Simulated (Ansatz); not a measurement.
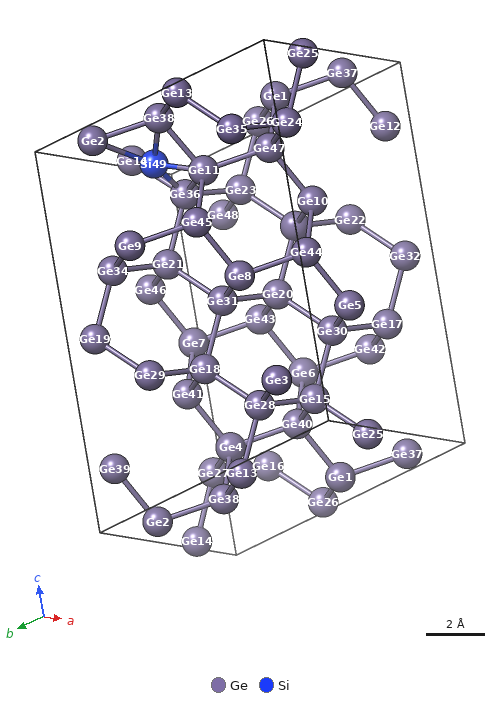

**Figure 1.** The starting structure (ball-and-stick view of the cell of the calculation, seen at an oblique angle; atoms are numbered from 1 in the order of the input). An atom can appear more than once, as a periodic image.

## Geometry relaxation, with input and output: Ge$_{48}$Si (part 1 of 4)

Ge$_{48}$Si (defect cell, 49 atoms in the cell), computed with DFT PBE, scalar-relativistic, plane waves, PAW, spin-polarised (Ansatz 0.2.0).

The structure derives from a Materials Project entry. Figures and captions count atoms from 1; the log counts them from 0 in places.

**The program's output**
```
settings of this run that can trade accuracy for cost: output.eigenvalues: false. Do not mix this run's numbers with those of runs without the same settings; the input reference describes each key
Engine: ansatz 0.2.0, aarch64-unknown-linux-gnu
Pseudopotentials: kind: paw
Pseudopotential: Ge, paw, valence charge 14, recommended cutoff 420 eV (normal), Ge.paw.azcp
Pseudopotential: Si, paw, valence charge 4, recommended cutoff 420 eV (normal), Si.paw.azcp
Functional definition: PBE
  parameter kappa = 0.804
  parameter beta = 0.06672455060314922
  exchange = pbe_x(kappa = kappa, mu = beta*pi^2/3)
  correlation = pbe_c(beta = beta)
Crystal: 49 atoms, lattice volume = 1096.000 Å³
Basis set: ecut = 420 eV, 21365 PW (Γ), exchange–correlation on 128×128×192 points (8 copies of the dense FFT grid, shifted against one another)
Bands: 408, of which v1, the nominal top of the filled ones, is band 338 counted from 1 (337 counted from 0)
Symmetry: 1 space group operations
Space group: P1 (ITA 1), of the structure as read, at distance tolerance 1.0e-4 Å
Magnetic group: BNS 1.1 (UNI 1), of the structure as read, at distance tolerance 1.0e-4 Å
k-points: 8
Non-local potential: Ge, projectors of the file, l = 0: 2, l = 1: 2, l = 2: 3, l = 3: 1
Non-local potential: Si, projectors of the file, l = 0: 2, l = 1: 2, l = 2: 2
PAW form: soft (Blöchl's): semilocal exchange-correlation on the pseudo side does not see the compensation charge
PAW one-centre angular grid: Ge, 590 points (default); XC on 64 Gauss nodes
PAW one-centre angular grid: Si, 110 points (default); XC on 64 Gauss nodes
Initial density: superposition of atomic densities (chi_scale 0.1, normalization cell)
Starting moments: Σ|m| = 2.5 μB on 5 of 49 sites
Initial wavefunctions: pseudopotential atomic-orbital guess
Functional: x = pbe(κ = 0.804, μ = 0.2195149727645171), c = pbe(β = 0.06672455060314922)
iter 1 solved again at ethr=2.14e-3 eV; its pass at ethr=3.10e-3 eV (dr2=1.45e1 eV) is discarded
SCF iter   1: F=—  HF=-206787.748226 eV  |F-HF|=—  |Δ(HF+E_count)|=         —  Δρ=2.28e-2 (↑2.19e-2 ↓2.28e-2)  dr2=1.47e1  dr2_m=1.99e0  M=0.019 μB ∫|m|=0.332 μB  β_m=0.30  ethr=2.14e-3  ⟨swp⟩=6.4  Hψ=29164  notcnv=0  defer=23
preconditioner: auto → Resta (q_TF=auto, 2.517 Å⁻¹)  ε∞=2.7  [insulator: Δε(μ)=0.097 eV  Ē_g=22.273 eV  σ=0.050 eV  W_gap=0.83  n_scr=300 (ndim 8)  ℏωp=29.2 eV  f_vac=0.007  D(μ)=1.43/eV (n_scr^D=0)  ε∞_Penn≈2.7]
spin=Collinear: Resta preconditioning applied to the charge; magnetization (m = ρ↑ − ρ↓) channel mixes plain (no charge-response kernel on spin).
SCF iter   2: F=—  HF=-206786.600941 eV  |F-HF|=—  |Δ(HF+E_count)|=    1.15e0  Δρ=1.65e-2 (↑1.60e-2 ↓1.65e-2)  dr2=6.88e0  dr2_m=9.87e-1  M=0.109 μB ∫|m|=0.242 μB  β_m=0.30  ethr=2.14e-3  ⟨swp⟩=3.5  Hψ=8181  notcnv=0  defer=245
preconditioner: auto → Kerker (q_TF=auto, 2.517 Å⁻¹)  [metal: Δε(μ)=0.013 eV  Ē_g=22.345 eV  σ=0.050 eV  W_gap=0.15  n_scr=300 (ndim 8)  ℏωp=29.2 eV  f_vac=0.012  D(μ)=4.32/eV (n_scr^D=10)]
spin=Collinear: Kerker preconditioning applied to the charge; magnetization (m = ρ↑ − ρ↓) channel mixes plain (no charge-response kernel on spin).
SCF iter   3: F=—  HF=-206786.181236 eV  |F-HF|=—  |Δ(HF+E_count)|=   4.20e-1  Δρ=8.96e-3 (↑8.96e-3 ↓8.95e-3)  dr2=3.35e0  dr2_m=4.91e-1  M=0.046 μB ∫|m|=0.188 μB  β_m=0.30  ethr=1.02e-3  ⟨swp⟩=3.7  Hψ=8011  notcnv=0  defer=1015
SCF iter   4: F=—  HF=-206785.818674 eV  |F-HF|=—  |Δ(HF+E_count)|=   3.63e-1  Δρ=5.23e-3 (↑5.23e-3 ↓5.11e-3)  dr2=1.96e-1  dr2_m=2.44e-1  M=0.057 μB ∫|m|=0.146 μB  β_m=0.30  ethr=4.96e-4  ⟨swp⟩=3.1  Hψ=7413  notcnv=0  defer=1024
SCF iter   5: F=—  HF=-206785.817292 eV  |F-HF|=—  |Δ(HF+E_count)|=   1.38e-3  Δρ=3.81e-3 (↑3.81e-3 ↓3.65e-3)  dr2=1.30e-1  dr2_m=1.21e-1  M=0.052 μB ∫|m|=0.117 μB  β_m=0.30  ethr=2.90e-5  ⟨swp⟩=1.9  Hψ=6911  notcnv=0  defer=1024
SCF iter   6: F=—  HF=-206785.864971 eV  |F-HF|=—  |Δ(HF+E_count)|=   4.77e-2  Δρ=2.50e-3 (↑2.47e-3 ↓2.50e-3)  dr2=1.19e-2  dr2_m=6.03e-2  M=0.042 μB ∫|m|=0.093 μB  β_m=0.30  ethr=1.92e-5  ⟨swp⟩=2.0  Hψ=11008  notcnv=0  defer=1024
SCF iter   7: F=—  HF=-206785.867604 eV  |F-HF|=—  |Δ(HF+E_count)|=   2.63e-3  Δρ=1.78e-3 (↑1.72e-3 ↓1.78e-3)  dr2=4.50e-3  dr2_m=3.00e-2  M=0.036 μB ∫|m|=0.075 μB  β_m=0.30  ethr=1.76e-6  ⟨swp⟩=2.0  Hψ=11416  notcnv=0  defer=1024
SCF iter   8: F=—  HF=-206785.871214 eV  |F-HF|=—  |Δ(HF+E_count)|=   3.61e-3  Δρ=1.26e-3 (↑1.20e-3 ↓1.26e-3)  dr2=1.95e-3  dr2_m=1.50e-2  M=0.029 μB ∫|m|=0.061 μB  β_m=0.30  ethr=6.66e-7  ⟨swp⟩=2.0  Hψ=11176  notcnv=0  defer=1024
Mixer restart at iter 8: flushing history
spin-set hold released at iteration 8 (site moments contracting): the magnetisation degrees of freedom join the quasi-Newton model from the next iteration; the mixer history was flushed
SCF iter   9: F=—  HF=-206785.872219 eV  |F-HF|=—  |Δ(HF+E_count)|=   1.01e-3  Δρ=8.90e-4 (↑8.54e-4 ↓8.90e-4)  dr2=1.32e-3  dr2_m=7.51e-3  M=0.024 μB ∫|m|=0.049 μB  β_m=0.65  ethr=2.88e-7  ⟨swp⟩=2.0  Hψ=10953  notcnv=0  defer=1024
SCF iter  10: F=—  HF=-206785.874154 eV  |F-HF|=—  |Δ(HF+E_count)|=   1.94e-3  Δρ=7.00e-5 (↑6.64e-5 ↓7.00e-5)  dr2=4.68e-4  dr2_m=1.77e-5  M=0.008 μB ∫|m|=0.016 μB  β_m=0.60  ethr=1.96e-7  ⟨swp⟩=2.9  Hψ=10810  notcnv=0  defer=1024
SCF iter  11: F=—  HF=-206785.874177 eV  |F-HF|=—  |Δ(HF+E_count)|=   2.25e-5  Δρ=4.30e-5 (↑4.30e-5 ↓4.29e-5)  dr2=3.28e-4  dr2_m=6.89e-6  M=0.006 μB ∫|m|=0.011 μB  β_m=0.80  ethr=6.92e-8  ⟨swp⟩=2.0  Hψ=10910  notcnv=0  defer=1024
SCF iter  12: F=—  HF=-206785.874274 eV  |F-HF|=—  |Δ(HF+E_count)|=   9.69e-5  Δρ=1.33e-5 (↑1.29e-5 ↓1.33e-5)  dr2=7.89e-5  dr2_m=1.06e-7  M=0.001 μB ∫|m|=0.002 μB  β_m=0.90  ethr=4.85e-8  ⟨swp⟩=2.2  Hψ=7079  notcnv=0  defer=1024
SCF iter  13: F=-206785.874268 eV  HF=-206785.874274 eV  |F-HF|=6.68e-6  |Δ(HF+E_count)|=   6.59e-7  Δρ=8.34e-6 (↑8.34e-6 ↓7.83e-6)  dr2=9.44e-6  dr2_m=3.59e-7  M=-0.001 μB ∫|m|=0.003 μB  ethr=9.25e-9  ⟨swp⟩=3.9  Hψ=17336  notcnv=0
WARN: the starting moments were not kept: the SCF closed with an absolute magnetisation of 2.5e-3 μB, where they sum to 2.5 μB in size (5 sites). That is at most 0.1 of that sum. Measured as dr2_m measures the in/out step, that magnetisation stands 2.1e-7 eV from none, at or under the dr2_threshold of 6.3e-5 eV: it is no larger than a step whose dr2_m would equal this threshold. The system may hold no moment; this SCF shows only that its start led to no more than that. To try another start: raise the starting moments (crystal.atoms[].spin, magnetization.per_species, magnetization.initial_magnetization, or on a non-collinear deck that types none of these the spinor_matrix: blocks that start its atoms; where the total moment is fixed, keep their sum and leave initial_magnetization as it is; typed ones take the place of any that the run laid by itself, positive ones on a crystal's lanthanoids without a Hubbard term where scf.initial_density.shell_occupations: [] is typed) or, if the notice of its spin-set hold's release reads "site moments contracting" or "site moments show no strong build", lengthen the hold (scf.mixing.spin_hold: { on: { confirm: 4 } }; for m-r²SCAN on two components see the key's manual first). Each may lead to a state that holds a moment. A second SCF, from the converged charge density, with the starting moments and any scf.initial_density.shell_occupations laid on it anew, would have followed, and was not run: the deck does not ask for one (magnetization.retry_lost_moments is false, the default). To let it run, set magnetization.retry_lost_moments: true and run the deck again, where that key's refused combinations let it; where memory then withholds it, that run's warning says so.
SCF 1 converged in 13 iterations: F = -206785.874268 eV  dr2 = 9.44e-6
  greatest PAW one-centre occupation: 0.998 electrons in one spin orbital (limit 2), on the Ge atom at site 35 (counted from 0), in its partial waves of l = 2
relax step   1: F+E_penalty+E_count = -206785.87426751 eV  Δ(F+E_penalty+E_count) = +0.000e0 eV  max|allowed force component| = 1.096e1 eV/Å  Δτ_max = 0.0000 Å  (13 SCF iters, dr2 threshold 6.25e-5 eV, accepted)
Initial density: handed on by an earlier stage of this run
Starting moments: Σ|m| = 2.5 μB on 5 of 49 sites; this step starts from the density that it was given
Initial wavefunctions: those handed on with the density
iter 1 solved again at ethr=9.15e-5 eV; its pass at ethr=3.10e-3 eV (dr2=6.18e-1 eV) is discarded
SCF iter   1: F=—  HF=-206788.865387 eV  |F-HF|=—  |Δ(HF+E_count)|=         —  Δρ=6.68e-3 (↑4.53e-3 ↓6.68e-3)  dr2=5.98e-1  dr2_m=2.58e-1  M=-0.002 μB ∫|m|=0.075 μB  β_m=0.30  ethr=9.15e-5  ⟨swp⟩=1.4  Hψ=25767  notcnv=0  defer=829
preconditioner: auto → Resta (q_TF=auto, 2.517 Å⁻¹)  ε∞=2.7  [insulator: Δε(μ)=0.154 eV  Ē_g=22.371 eV  σ=0.050 eV  W_gap=0.97  n_scr=300 (ndim 8)  ℏωp=29.2 eV  f_vac=0.062  D(μ)=0.80/eV (n_scr^D=0)  ε∞_Penn≈2.7]
spin=Collinear: Resta preconditioning applied to the charge; magnetization (m = ρ↑ − ρ↓) channel mixes plain (no charge-response kernel on spin).
SCF iter   2: F=—  HF=-206788.871598 eV  |F-HF|=—  |Δ(HF+E_count)|=   6.21e-3  Δρ=4.57e-3 (↑3.18e-3 ↓4.57e-3)  dr2=1.35e-1  dr2_m=1.28e-1  M=-0.003 μB ∫|m|=0.059 μB  β_m=0.48  ethr=8.84e-5  ⟨swp⟩=2.1  Hψ=7175  notcnv=0  defer=829
SCF iter   3: F=—  HF=-206788.936453 eV  |F-HF|=—  |Δ(HF+E_count)|=   6.49e-2  Δρ=1.53e-3 (↑1.17e-3 ↓1.53e-3)  dr2=5.81e-2  dr2_m=1.45e-2  M=-0.002 μB ∫|m|=0.029 μB  β_m=0.49  ethr=2.00e-5  ⟨swp⟩=2.0  Hψ=11014  notcnv=0  defer=829
SCF iter   4: F=—  HF=-206788.941599 eV  |F-HF|=—  |Δ(HF+E_count)|=   5.15e-3  Δρ=3.59e-4 (↑3.35e-4 ↓3.59e-4)  dr2=3.80e-3  dr2_m=8.00e-4  M=-0.002 μB ∫|m|=0.015 μB  β_m=0.54  ethr=8.59e-6  ⟨swp⟩=2.0  Hψ=8103  notcnv=0  defer=1016
SCF iter   5: F=—  HF=-206788.942080 eV  |F-HF|=—  |Δ(HF+E_count)|=   4.81e-4  Δρ=1.06e-4 (↑1.06e-4 ↓9.06e-5)  dr2=5.81e-4  dr2_m=2.95e-5  M=-0.001 μB ∫|m|=0.008 μB  β_m=0.56  ethr=5.62e-7  ⟨swp⟩=2.0  Hψ=7080  notcnv=0  defer=1016
iter 6 did not close the SCF: its close was put off for a magnetic moment that had not settled (scf_convergence_deferred on its scf_iter line)
SCF iter   6: F=-206788.942114 eV  HF=-206788.942112 eV  |F-HF|=2.30e-6  |Δ(HF+E_count)|=   3.20e-5  Δρ=4.07e-5 (↑4.07e-5 ↓3.60e-5)  dr2=7.22e-5  dr2_m=2.76e-6  M=-0.001 μB ∫|m|=0.004 μB  β_m=0.65  ethr=1.48e-8  ⟨swp⟩=2.0  Hψ=18250  notcnv=0
SCF iter   7: F=-206788.942120 eV  HF=-206788.942140 eV  |F-HF|=1.96e-5  |Δ(HF+E_count)|=   2.79e-5  Δρ=1.63e-5 (↑1.63e-5 ↓1.61e-5)  dr2=3.47e-5  dr2_m=6.52e-7  M=-0.000 μB ∫|m|=0.002 μB  ethr=1.07e-8  ⟨swp⟩=1.0  Hψ=15592  notcnv=0
the starting moments were not kept: the SCF closed with an absolute magnetisation of 2.0e-3 μB, where they sum to 2.5 μB in size (5 sites). That is at most 0.1 of that sum. Measured as dr2_m measures the in/out step, that magnetisation stands 1.0e-7 eV from none, at or under the dr2_threshold of 1.0e-4 eV: it is no larger than a step whose dr2_m would equal this threshold.
SCF 2 converged in 7 iterations: F = -206788.942120 eV  dr2 = 3.47e-5
relax step   2: F+E_penalty+E_count = -206788.94212042 eV  Δ(F+E_penalty+E_count) = -3.068e0 eV  max|allowed force component| = 2.810e0 eV/Å  Δτ_max = 0.1947 Å  (7 SCF iters, dr2 threshold 1.00e-4 eV, accepted)
[... from here on the SCF iterations and repeated set-up lines of each step are left out, up to the last step ...]
SCF 3 converged in 7 iterations: F = -206789.606130 eV  dr2 = 2.58e-6
relax step   3: F+E_penalty+E_count = -206789.60613049 eV  Δ(F+E_penalty+E_count) = -6.640e-1 eV  max|allowed force component| = 1.221e0 eV/Å  Δτ_max = 0.1947 Å  (7 SCF iters, dr2 threshold 1.00e-4 eV, accepted)
SCF 4 converged in 7 iterations: F = -206789.884850 eV  dr2 = 2.03e-6
relax step   4: F+E_penalty+E_count = -206789.88485048 eV  Δ(F+E_penalty+E_count) = -2.787e-1 eV  max|allowed force component| = 5.130e-1 eV/Å  Δτ_max = 0.1948 Å  (7 SCF iters, dr2 threshold 9.80e-5 eV, accepted)
SCF 5 converged in 7 iterations: F = -206790.064796 eV  dr2 = 1.61e-6
relax step   5: F+E_penalty+E_count = -206790.06479619 eV  Δ(F+E_penalty+E_count) = -1.799e-1 eV  max|allowed force component| = 3.358e-1 eV/Å  Δτ_max = 0.2000 Å  (7 SCF iters, dr2 threshold 4.64e-5 eV, accepted)
SCF 6 converged in 9 iterations: F = -206790.122809 eV  dr2 = 1.48e-7
relax step   6: F+E_penalty+E_count = -206790.12280909 eV  Δ(F+E_penalty+E_count) = -5.801e-2 eV  max|allowed force component| = 1.280e-1 eV/Å  Δτ_max = 0.2000 Å  (9 SCF iters, dr2 threshold 1.99e-5 eV, accepted)
SCF 7 converged in 11 iterations: F = -206790.121374 eV  dr2 = 2.72e-9
relax step   7: F+E_penalty+E_count = -206790.12137366 eV  Δ(F+E_penalty+E_count) = +1.435e-3 eV  max|allowed force component| = 1.463e-1 eV/Å  Δτ_max = 0.0777 Å  (11 SCF iters, rejected (line search))
SCF 8 converged in 9 iterations: F = -206790.141223 eV  dr2 = 2.42e-8
relax step   8: F+E_penalty+E_count = -206790.14122344 eV  Δ(F+E_penalty+E_count) = -1.841e-2 eV  max|allowed force component| = 6.112e-2 eV/Å  Δτ_max = 0.0389 Å  (9 SCF iters, accepted)
SCF 9 converged in 9 iterations: F = -206790.147571 eV  dr2 = 1.42e-8
relax step   9: F+E_penalty+E_count = -206790.14757086 eV  Δ(F+E_penalty+E_count) = -6.347e-3 eV  max|allowed force component| = 2.418e-2 eV/Å  Δτ_max = 0.0468 Å  (9 SCF iters, accepted)
SCF 10 converged in 9 iterations: F = -206790.149588 eV  dr2 = 2.45e-8
relax step  10: F+E_penalty+E_count = -206790.14958829 eV  Δ(F+E_penalty+E_count) = -2.017e-3 eV  max|allowed force component| = 5.376e-2 eV/Å  Δτ_max = 0.0585 Å  (9 SCF iters, accepted)
SCF 11 converged in 9 iterations: F = -206790.149208 eV  dr2 = 1.58e-8
relax step  11: F+E_penalty+E_count = -206790.14920784 eV  Δ(F+E_penalty+E_count) = +3.804e-4 eV  max|allowed force component| = 9.416e-2 eV/Å  Δτ_max = 0.0560 Å  (9 SCF iters, rejected (line search))
SCF iter   1: F=—  HF=-206790.151141 eV  |F-HF|=—  |Δ(HF+E_count)|=         —  Δρ=5.31e-4 (↑4.17e-4 ↓5.31e-4)  dr2=3.66e-3  dr2_m=1.37e-3  M=0.000 μB ∫|m|=0.008 μB  β_m=0.30  ethr=6.36e-6  ⟨swp⟩=3.0  Hψ=9532  notcnv=0  defer=992
preconditioner: auto → Resta (q_TF=auto, 2.517 Å⁻¹)  ε∞=2.7  [insulator: Δε(μ)=0.144 eV  Ē_g=22.345 eV  σ=0.050 eV  W_gap=0.96  n_scr=300 (ndim 8)  ℏωp=29.2 eV  f_vac=0.062  D(μ)=1.20/eV (n_scr^D=0)  ε∞_Penn≈2.7]
spin=Collinear: Resta preconditioning applied to the charge; magnetization (m = ρ↑ − ρ↓) channel mixes plain (no charge-response kernel on spin).
SCF iter   2: F=—  HF=-206790.151386 eV  |F-HF|=—  |Δ(HF+E_count)|=   2.45e-4  Δρ=3.72e-4 (↑2.97e-4 ↓3.72e-4)  dr2=1.12e-3  dr2_m=6.81e-4  M=0.000 μB ∫|m|=0.006 μB  β_m=0.52  ethr=5.42e-7  ⟨swp⟩=1.0  Hψ=7520  notcnv=0  defer=992
SCF iter   3: F=—  HF=-206790.151865 eV  |F-HF|=—  |Δ(HF+E_count)|=   4.80e-4  Δρ=1.29e-4 (↑1.08e-4 ↓1.29e-4)  dr2=6.40e-4  dr2_m=7.34e-5  M=0.000 μB ∫|m|=0.003 μB  β_m=0.54  ethr=1.65e-7  ⟨swp⟩=2.0  Hψ=7101  notcnv=0  defer=992
SCF iter   4: F=—  HF=-206790.151882 eV  |F-HF|=—  |Δ(HF+E_count)|=   1.73e-5  Δρ=2.13e-5 (↑2.13e-5 ↓1.94e-5)  dr2=1.87e-5  dr2_m=6.96e-7  M=0.000 μB ∫|m|=0.001 μB  β_m=0.60  ethr=9.47e-8  ⟨swp⟩=2.0  Hψ=6733  notcnv=0  defer=992
SCF iter   5: F=—  HF=-206790.152326 eV  |F-HF|=—  |Δ(HF+E_count)|=   4.44e-4  Δρ=7.41e-6 (↑7.41e-6 ↓7.36e-6)  dr2=4.04e-6  dr2_m=1.22e-7  M=0.000 μB ∫|m|=0.001 μB  β_m=0.62  ethr=2.76e-9  ⟨swp⟩=2.0  Hψ=7101  notcnv=0  defer=992
SCF iter   6: F=—  HF=-206790.152326 eV  |F-HF|=—  |Δ(HF+E_count)|=   2.21e-7  Δρ=3.43e-6 (↑3.21e-6 ↓3.43e-6)  dr2=8.52e-7  dr2_m=4.56e-8  M=0.000 μB ∫|m|=0.000 μB  β_m=0.64  ethr=5.98e-10  ⟨swp⟩=2.1  Hψ=7158  notcnv=0  defer=992
SCF iter   7: F=—  HF=-206790.152327 eV  |F-HF|=—  |Δ(HF+E_count)|=   1.45e-7  Δρ=1.50e-6 (↑1.38e-6 ↓1.50e-6)  dr2=2.33e-7  dr2_m=8.46e-9  M=0.000 μB ∫|m|=0.000 μB  β_m=0.64  ethr=1.26e-10  ⟨swp⟩=2.0  Hψ=7078  notcnv=0  defer=992
iter 8 did not close the SCF: its close was put off for a magnetic moment that had not settled (scf_convergence_deferred on its scf_iter line)
SCF iter   8: F=-206790.152327 eV  HF=-206790.152327 eV  |F-HF|=1.15e-8  |Δ(HF+E_count)|=   3.49e-8  Δρ=6.19e-7 (↑5.74e-7 ↓6.19e-7)  dr2=1.66e-8  dr2_m=1.32e-9  M=0.000 μB ∫|m|=0.000 μB  β_m=0.70  ethr=1.48e-11  ⟨swp⟩=3.0  Hψ=13568  notcnv=0
SCF iter   9: F=-206790.152327 eV  HF=-206790.152327 eV  |F-HF|=1.14e-9  |Δ(HF+E_count)|=   1.71e-8  Δρ=2.14e-7 (↑2.04e-7 ↓2.14e-7)  dr2=2.52e-9  dr2_m=1.09e-10  M=0.000 μB ∫|m|=0.000 μB  ethr=2.46e-12  ⟨swp⟩=1.0  Hψ=17476  notcnv=0
the starting moments were not kept: the SCF closed with an absolute magnetisation of 3.0e-5 μB, where they sum to 2.5 μB in size (5 sites). That is at most 0.1 of that sum. Measured as dr2_m measures the in/out step, that magnetisation stands 4.1e-11 eV from none, at or under the dr2_threshold of 1.0e-7 eV: it is no larger than a step whose dr2_m would equal this threshold.
SCF 12 converged in 9 iterations: F = -206790.152327 eV  dr2 = 2.52e-9
relax step  12: F+E_penalty+E_count = -206790.15232666 eV  Δ(F+E_penalty+E_count) = -2.738e-3 eV  max|allowed force component| = 1.450e-2 eV/Å  Δτ_max = 0.0272 Å  (9 SCF iters, accepted)
```

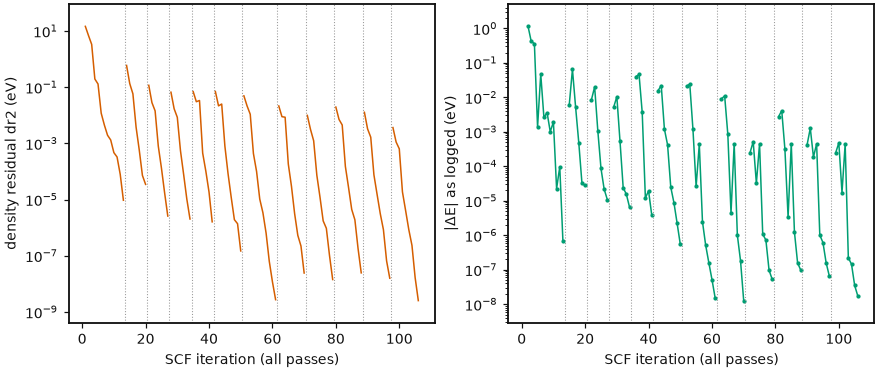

**Figure 2.** Convergence of the self-consistent field: density residual dr2 and size of the energy change against the SCF iteration. The dotted lines part the SCF passes of the relaxation: geometry steps, rejected trials and re-solves on a re-selected basis. The 12 passes take 7 to 13 iterations each, 106 in all.
